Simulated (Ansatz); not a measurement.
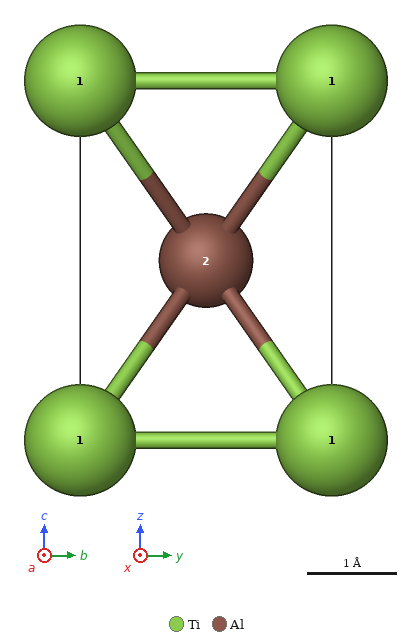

Crystalline TiAl (P4/mmm): the cell is strained in shear in the yz plane, with the atoms kept at their fractional coordinates. x, y and z are the Cartesian axes of the input. The picture shows the reference cell. Style: ball-and-stick. Shown: the cell of the calculation, along the a axis.

All numbers below come from Ansatz, DFT PBE, scalar-relativistic, plane waves, PAW. Settings: plane-wave cutoff 420 eV; k-point mesh 16 × 16 × 12; occupations gaussian; smearing width 0.15 eV; no spin polarisation. Energies (free energies at the smearing named) are counted from the cell as listed in its source, which wasn't relaxed.

Input
```yaml
crystal:
  lattice:
    - [2.8373, 0.0, 0.0]
    - [0.0, 2.8373, 0.0]
    - [0.0, 0.0, 4.0591]
  atoms:
    - { symbol: Ti, position: [0.0, 0.0, 0.0] }
    - { symbol: Al, position: [0.5, 0.5, 0.5] }
basis:
  ecutwfc: 420
kpoints:
  mp_grid: { grid: [16, 16, 12] }
hamiltonian:
  xc: pbe
scf:
  occupations: { method: gaussian, width: 0.15 }
output:
  forces: true
  stress: true
  eigenvalues: true
  write_density: true
  write_potential: true
  elf: true
  volumetric_format: npy
```

Command:
```bash
ansatz run input.yaml --threads 1 --pin off --max-ram 2560MiB --backend cpu --events-out ev --progress --plain --runs-dir out
```

> Predict the energy profile (the strain: −0.0200, −0.0150, −0.0100, −0.0050, 0.0000, 0.0025, 0.0050, 0.0075, 0.0100, 0.0125, 0.0150, 0.0175, 0.0200).

```
engineering shear strain  ΔE (meV/atom)
                 −0.0200           2.24
                 −0.0150           1.26
                 −0.0100           0.56
                 −0.0050           0.14
                  0.0000           0.00
                  0.0025           0.04
                  0.0050           0.14
                  0.0075           0.32
                  0.0100           0.56
                  0.0125           0.88
                  0.0150           1.26
                  0.0175           1.72
                  0.0200           2.24
```

Points that are alike by symmetry were computed once.

Of the computed points the lowest is at the strain 0.00, 0.00 meV/atom. The unrelaxed reference is under a pressure of −0.7 GPa. The distortion takes the space group from P4/mmm to P2/m. At the strain −0.02 the cell of the drawing goes α 90.0° → 91.1°.

The computed profile (hollow markers are points alike by symmetry):

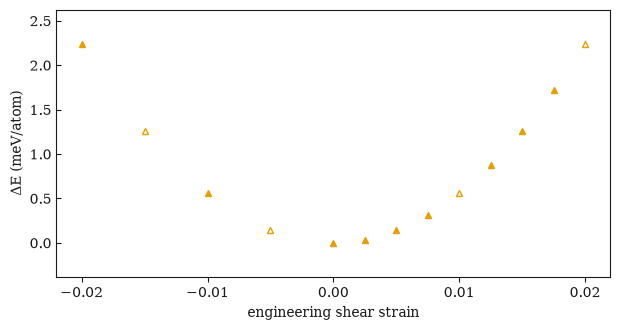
